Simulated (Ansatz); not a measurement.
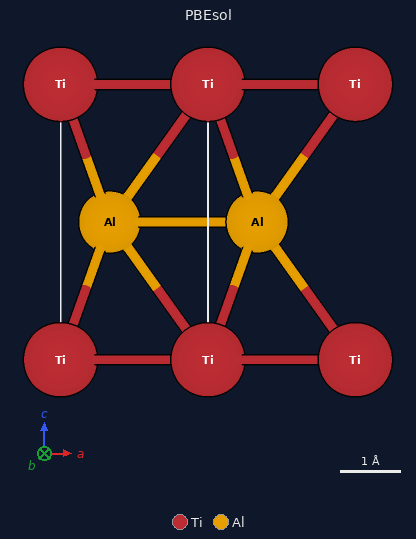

Crystalline TiAl (set up in P-6m2), relaxed (cell and atoms) with several functionals. The picture shows the result with PBEsol. Style: ball-and-stick. Shown: the cell of the calculation, repeated 2 × 1 × 1 with one cell outlined, along the b axis.

Computed with Ansatz 0.2.0: Ansatz PAW. Set-up: plane-wave cutoff 420 eV; k-point mesh 11 × 11 × 6; occupations fermi-dirac; smearing width 0.05 eV; no spin polarisation; cell and atoms relaxed; force threshold 0.01 eV/Å.

```
functional  volume (Å³/atom)  a (Å)  c (Å)
    PBEsol            16.233  2.851  4.613
       PBE            16.723  2.886  4.637
    r2SCAN                 ?      ?      ?
       LDA            15.716  2.813  4.585
```

### Estimate the missing row from the others, and compare with the calculation.

With r2SCAN the volume falls between PBEsol (16.233) and PBE (16.723). The calculation gives 16.527 Å³/atom (a = 2.874 Å, c = 4.620 Å). In order of volume: LDA < PBEsol < r2SCAN < PBE; the spread is 6.4 %.
